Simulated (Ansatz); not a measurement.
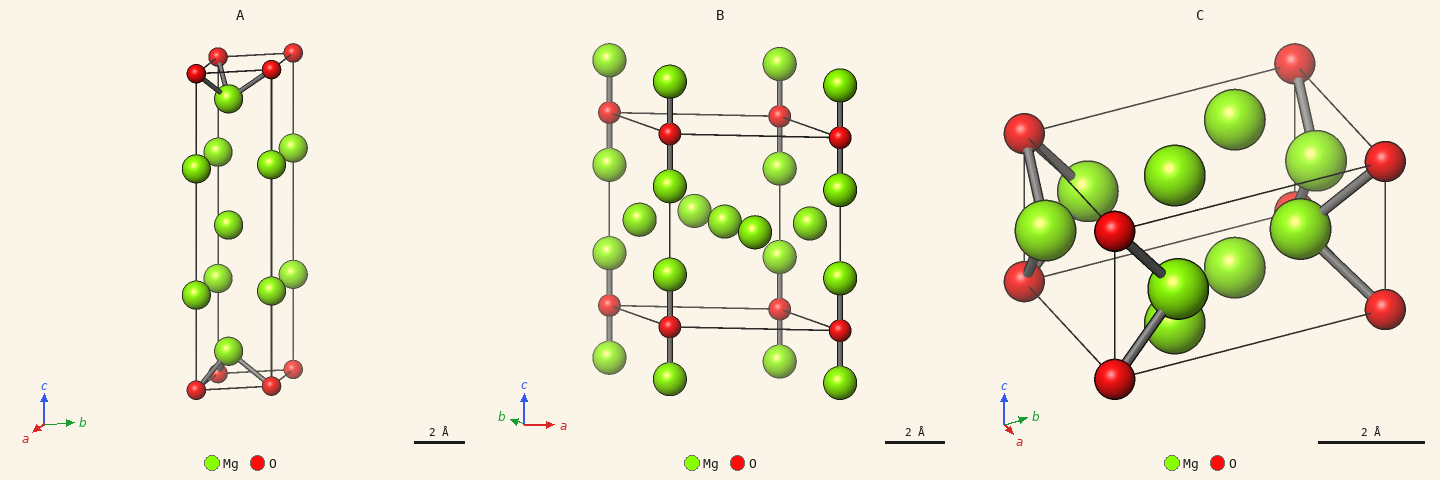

Three structures of Mg5O, each relaxed to rest (conventional cells in solid outline, small ones repeated, each panel with its own scale). Method: DFT PBE, scalar-relativistic, plane waves, PAW (Ansatz), without spin polarisation.

Question: Name the structure in each panel.

Answer: A: 6 atoms a cell on a primitive hexagonal lattice, P-6m2; B: 6 atoms a cell on a primitive hexagonal lattice, P6/mmm; C: 6 atoms a cell on a primitive hexagonal lattice, P-62m.

Question: Rank them by energy, lowest first.

Answer: A, then C (+198 meV/atom) and B (+541 meV/atom), energies at zero smearing.

Question: Collect the results in a table.

Answer:
| panel | structure | E − E(lowest) (meV/atom) | volume (Å³/atom) | gap (eV) |
| --- | --- | --- | --- | --- |
| A | P-6m2 | 0 | 18.2 | metal |
| C | P-62m | 198 | 21.3 | metal |
| B | P6/mmm | 541 | 34.0 | metal |

Some of these may be structure types tried for this composition rather than known phases, and the most stable form need not be among them. Gaps are taken on the k-mesh or band path of each run.
